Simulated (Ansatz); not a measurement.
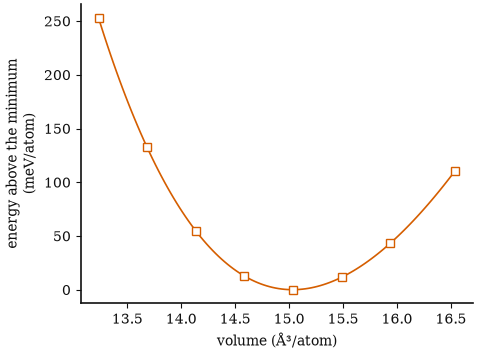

Plotted: energy above the minimum against volume.

Computed with Ansatz 0.2.0: third-order Birch-Murnaghan fit to density functional energies at scaled volumes of the given relaxed cell, shape and atoms relaxed at each volume; energies count from the fitted minimum; plane waves with PAW datasets, Γ-centred k mesh. Level: PBEsol, no spin polarisation.

Q: For which of these solids was it computed?
A. Pt, Fm-3m (No. 225)
B. Ge, I4_1/amd (No. 141)
C. Zr₂N, P4_2/mnm (No. 136)

A: A, Pt: energy above the minimum from 0.0 meV/atom to 253.1 meV/atom, V0 15.03 Å³/atom, B0 287 GPa. The others give: Ge, energy above the minimum from 0.0 meV/atom to 18.5 meV/atom, V0 18.35 Å³/atom, B0 80.3 GPa; Zr₂N, energy above the minimum from −0.1 meV/atom to 162.6 meV/atom, V0 15.73 Å³/atom, B0 186 GPa.
